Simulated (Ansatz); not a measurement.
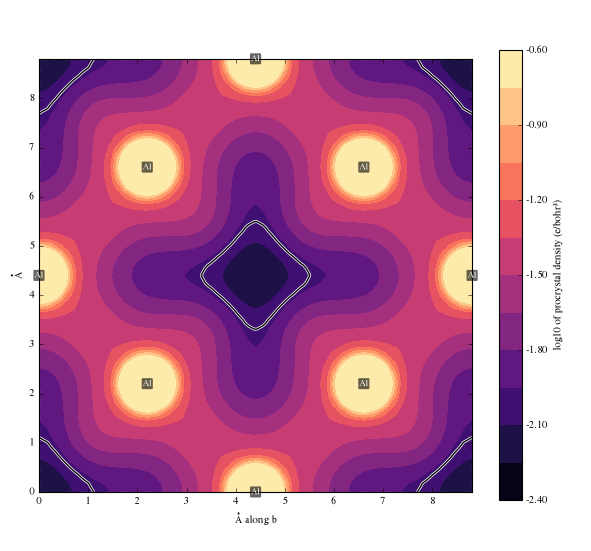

Procrystal electron density of Al7N8 in space group F-43m, computed on the section x = 0.000 (parallel to b and c; the dashed line is one cell). It is the sum of the densities of spherically averaged neutral Hartree-Fock atoms, not a self-consistent density. The black line is the 0.01 e/bohr³ contour that bounds the voids. The usual level for crystal voids is 0.002 e/bohr³; this crystal has almost no region below it, so a higher level is used, which marks the interstitial space of lowest density.

Source of the atomic positions: the geometry relaxed in a fixed cell with Ansatz 0.2.0, DFT PBE, scalar-relativistic, plane waves, PAW.

```cif
data_structure
_symmetry_space_group_name_H-M 'P 1'
_symmetry_Int_Tables_number 1
_cell_length_a 8.8063
_cell_length_b 8.8063
_cell_length_c 8.8063
_cell_angle_alpha 90.000
_cell_angle_beta 90.000
_cell_angle_gamma 90.000
_cell_volume 682.95
loop_
_atom_site_label
_atom_site_type_symbol
_atom_site_fract_x
_atom_site_fract_y
_atom_site_fract_z
_atom_site_occupancy
Al1 Al 0.75000 0.25000 0.00376 1
Al2 Al 0.99624 0.25000 0.25000 1
Al3 Al 0.75000 0.49624 0.25000 1
Al4 Al 0.75000 0.00376 0.25000 1
Al5 Al 0.50376 0.25000 0.25000 1
Al6 Al 0.50000 0.00000 0.00000 1
Al7 Al 0.75000 0.25000 0.49624 1
N1 N 0.62497 0.12497 0.12497 1
N2 N 0.36291 0.36291 0.13709 1
N3 N 0.87503 0.12497 0.37503 1
N4 N 0.62497 0.37503 0.37503 1
N5 N 0.13709 0.36291 0.36291 1
N6 N 0.36291 0.13709 0.36291 1
N7 N 0.37503 0.37503 0.62497 1
N8 N 0.63709 0.13709 0.63709 1
Al8 Al 0.75000 0.75000 0.50376 1
Al9 Al 0.99624 0.75000 0.75000 1
Al10 Al 0.75000 0.99624 0.75000 1
Al11 Al 0.75000 0.50376 0.75000 1
Al12 Al 0.50376 0.75000 0.75000 1
Al13 Al 0.50000 0.50000 0.50000 1
Al14 Al 0.75000 0.75000 0.99624 1
N9 N 0.62497 0.62497 0.62497 1
N10 N 0.36291 0.86291 0.63709 1
N11 N 0.87503 0.62497 0.87503 1
N12 N 0.62497 0.87503 0.87503 1
N13 N 0.13709 0.86291 0.86291 1
N14 N 0.36291 0.63709 0.86291 1
N15 N 0.37503 0.87503 0.12497 1
N16 N 0.63709 0.63709 0.13709 1
Al15 Al 0.25000 0.25000 0.50376 1
Al16 Al 0.49624 0.25000 0.75000 1
Al17 Al 0.25000 0.49624 0.75000 1
Al18 Al 0.25000 0.00376 0.75000 1
Al19 Al 0.00376 0.25000 0.75000 1
Al20 Al 0.00000 0.00000 0.50000 1
Al21 Al 0.25000 0.25000 0.99624 1
N17 N 0.12497 0.12497 0.62497 1
N18 N 0.86291 0.36291 0.63709 1
N19 N 0.37503 0.12497 0.87503 1
N20 N 0.12497 0.37503 0.87503 1
N21 N 0.63709 0.36291 0.86291 1
N22 N 0.86291 0.13709 0.86291 1
N23 N 0.87503 0.37503 0.12497 1
N24 N 0.13709 0.13709 0.13709 1
Al22 Al 0.25000 0.75000 0.00376 1
Al23 Al 0.49624 0.75000 0.25000 1
Al24 Al 0.25000 0.99624 0.25000 1
Al25 Al 0.25000 0.50376 0.25000 1
Al26 Al 0.00376 0.75000 0.25000 1
Al27 Al 0.00000 0.50000 0.00000 1
Al28 Al 0.25000 0.75000 0.49624 1
N25 N 0.12497 0.62497 0.12497 1
N26 N 0.86291 0.86291 0.13709 1
N27 N 0.37503 0.62497 0.37503 1
N28 N 0.12497 0.87503 0.37503 1
N29 N 0.63709 0.86291 0.36291 1
N30 N 0.86291 0.63709 0.36291 1
N31 N 0.87503 0.87503 0.62497 1
N32 N 0.13709 0.63709 0.63709 1
```

> What share of the cell is void by this measure?

The voids take about 2.3 % of the cell (16 Å³ of 682.9 Å³) and are bounded by about 62 Å² of surface per cell.

> Are the voids connected in the whole crystal?

They are isolated pockets that do not connect across cells.

> How low does the density fall, and where?

To about 0.006 e/bohr³ near 0.00, 0.00, 0.00 (fractional), 2.1 Å from the nearest nucleus.

> At what density do the voids first join through the crystal?

At about 0.019 e/bohr³, as a three-dimensional network.
